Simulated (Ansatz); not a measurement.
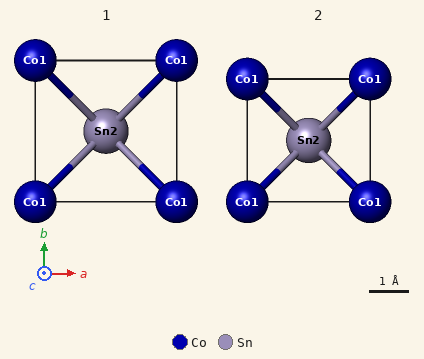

Two geometries of solid CoSn (a generated structure, set up in Pm-3m) (coarse preliminary run), drawn at one scale. One is the start of a relaxation, the other its converged end. Style: ball-and-stick. Shown: the cell of the calculation, along the c axis.

Method: Ansatz 0.2.0, DFT PBE, scalar-relativistic, plane waves, PAW. Set-up: plane-wave cutoff 420 eV; k-point mesh 6 × 6 × 6; occupations gaussian; smearing width 0.1 eV; collinear spin; cell and atoms relaxed; force threshold 0.04 eV/Å; at most 70 steps.

Q: Which one is relaxed?

A: Structure 2 is the relaxed one. Over 5 accepted moves (6 points after the start) the energy falls by 1.250 eV per cell of the calculation. All forces vanish by symmetry, so only the cell relaxes. The pressure goes from −15.96 to 0.13 GPa. At 1 point the geometry stayed and the basis and grid were re-selected for the new cell (energy shift of 5.0 meV per cell of the calculation at most each time). The atoms keep their places relative to the cell (all moves are under 0.005 Å). The drawn cell changes as follows: a = b = c 3.626 → 3.150 Å (−13.1 %); the volume changes by −34.4 %. Some distances before and after: Co1–Sn2 3.140 → 2.728 Å. The space group stays Pm-3m (No. 221). Cost: 56 s on 1 thread of Intel(R) Xeon(R) Processor @ 2.50GHz (Skylake/Cascade Lake), with other jobs on the host, peak memory 0.37 GiB.
